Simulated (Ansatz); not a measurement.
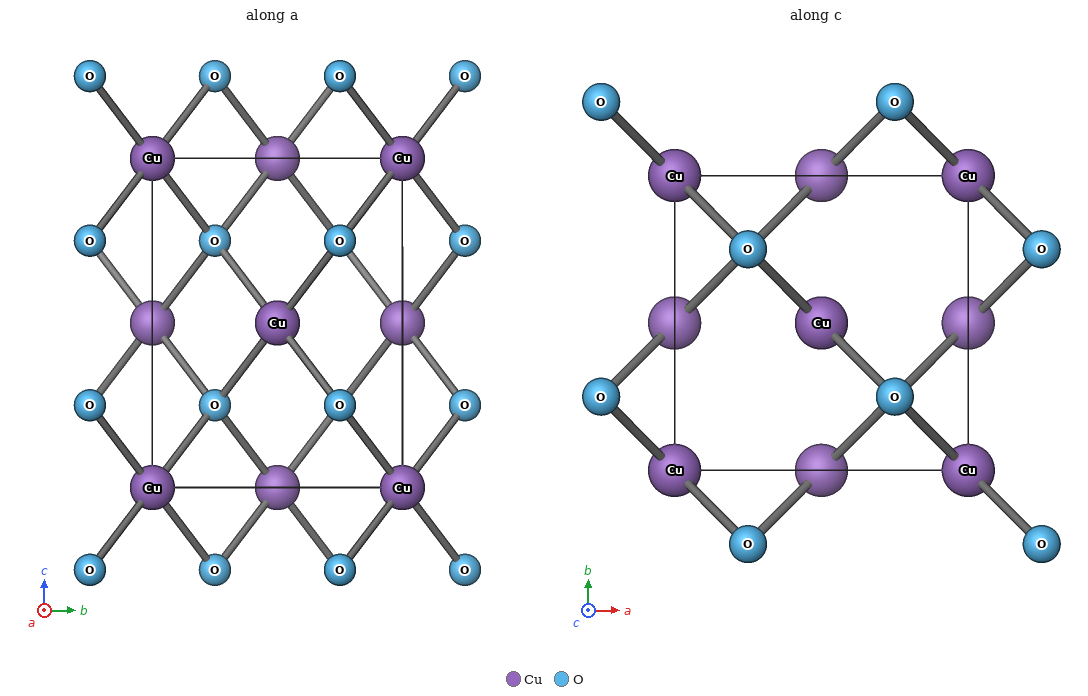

Ball-and-stick representation of a periodic structure, projected along the a axis and along the c axis. The unit cell is drawn as a box. Some neighbours outside the box are added.

CuO, a = 4.09 Å, b = 4.10 Å, c = 5.40 Å, α = 90.00°, β = 90.00°, γ = 90.00°.

Setup: DFT PBEsol, scalar-relativistic, plane waves, PAW (Ansatz); a kinetic-energy cutoff of 420 eV, k-mesh 10×10×8, Gaussian smearing of 0.1 eV, no spin polarisation.

**Metal or not?**

A metal: bands cross the Fermi level.

**What pressure does the calculation give for this cell?**

The computed pressure is -11.1 GPa (stretched: it would shrink). The stress isn't hydrostatic: its largest component is 19.3 GPa.

The structure comes from a structure listed in the Materials Project. The cell was then strained or its atoms displaced on purpose. It went into a calculation with Ansatz.

At this level of theory the cell isn't at rest (stretched, at -11 GPa), so its distances can differ from those at equilibrium, the more so the softer the solid.
